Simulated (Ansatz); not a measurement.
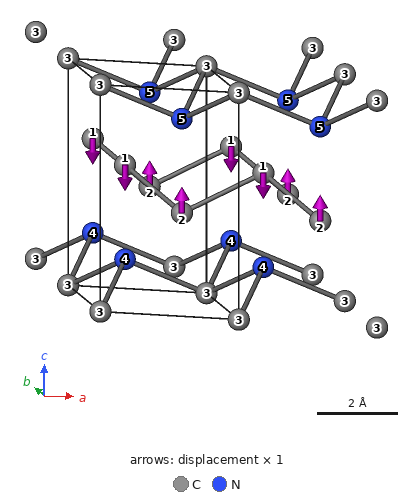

A relaxation of solid C₃N₂ (a generated structure, set up in P-3m1) (coarse preliminary run). The starting structure is drawn; purple arrows show the displacements (the part carried along by the change of the cell is left out), at their true length.

The picture is a ball-and-stick view of the cell of the calculation, repeated 2 × 2 × 1 with one cell outlined, seen slightly off an axis.

These are results of DFT PBE, scalar-relativistic, plane waves, PAW (Ansatz), not measurements. Set-up: plane-wave cutoff 420 eV; k-point mesh 6 × 6 × 4; occupations gaussian; smearing width 0.1 eV; collinear spin; cell and atoms relaxed; force threshold 0.04 eV/Å; at most 70 steps.

Q: Atoms of which element are displaced furthest, and by how much?

A: Carbon: up to 0.68 Å, against 0.02 Å for nitrogen.

Q: What did the optimiser do to the structure, and how much energy did it gain?

A: Over 10 accepted moves (13 points after the start) the energy falls by 18.429 eV per cell of the calculation. Largest force component: 2.2 eV/Å at the start, 0.011 eV/Å at the end. Pressure: −30.42 GPa at the start and 0.05 GPa at the end. The line search rejected the trial step at point 7 of the run. The SCF was repeated twice at an unchanged geometry on a basis and grid sized afresh for the cell, which shifted the energy by 21.8 meV per cell of the calculation at most. The largest moves relative to the cell, 0.68 Å, are those of C1 and C2. C2 goes along +c. Largest moves by element: C 0.68 Å, N 0.02 Å. The drawn cell changes as follows: a = b 3.663 → 2.529 Å (−31.0 %), c 5.844 → 5.155 Å (−11.8 %); the volume changes by −58.0 %. Near-neighbour distances that change, for instance: C1–N4 2.428 → 1.448 Å, C1–C2 2.314 → 1.553 Å, C3–N4 2.324 → 1.697 Å. New bonds form: C1–N4 (2.43 → 1.45 Å), C2–N5 (2.43 → 1.45 Å). The space group stays P-3m1 (No. 164). The program noted that the starting moments weren't kept. Cost: 59 s on 1 thread of Arm Neoverse V1, on a shared host, peak memory 0.34 GiB.
